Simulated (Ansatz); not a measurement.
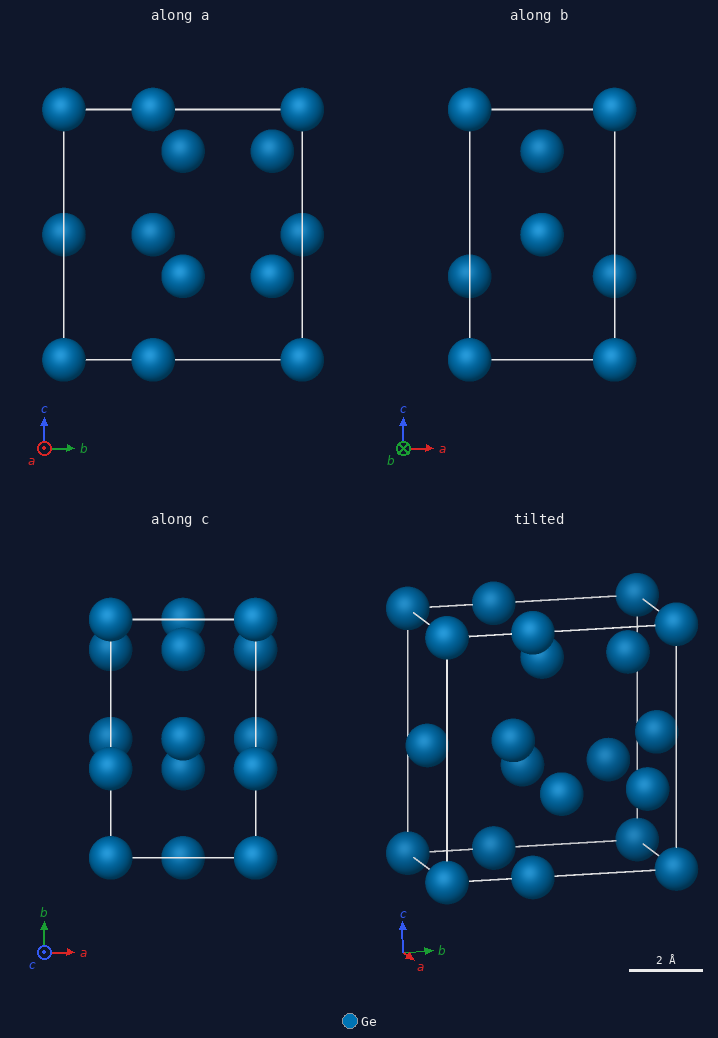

The crystal in a spheres-only representation, seen along the a axis, along the b axis, along the c axis and slightly off an axis. The wireframe shows the unit cell.

Lattice parameters: a = 4.0067 Å, b = 6.5878 Å, c = 6.9203 Å, α = 90.007°, β = 90.002°, γ = 90.006°.

Reconstruct the structure as a CIF in P1 with every atom of the cell.

Answer.
```cif
data_structure
_symmetry_space_group_name_H-M 'P 1'
_symmetry_Int_Tables_number 1
_cell_length_a 4.0067
_cell_length_b 6.5878
_cell_length_c 6.9203
_cell_angle_alpha 90.007
_cell_angle_beta 90.002
_cell_angle_gamma 90.006
_cell_volume 182.66
loop_
_atom_site_label
_atom_site_type_symbol
_atom_site_fract_x
_atom_site_fract_y
_atom_site_fract_z
_atom_site_occupancy
Ge1 Ge 0.0000 0.0000 0.0000 1
Ge2 Ge 0.4998 0.5000 0.8337 1
Ge3 Ge 0.9998 0.3745 0.0000 1
Ge4 Ge 0.5000 0.8745 0.8337 1
Ge5 Ge 0.4998 0.9999 0.5000 1
Ge6 Ge 0.0001 0.5000 0.3337 1
Ge7 Ge 0.5001 0.3744 0.5000 1
Ge8 Ge 0.9998 0.8745 0.3337 1
```

Origin of the cell: a structure type filled with this element by a generator (whether the element takes this form wasn't checked). This is the structure after a relaxation with Ansatz, DFT, PBEsol, plane waves, PAW.
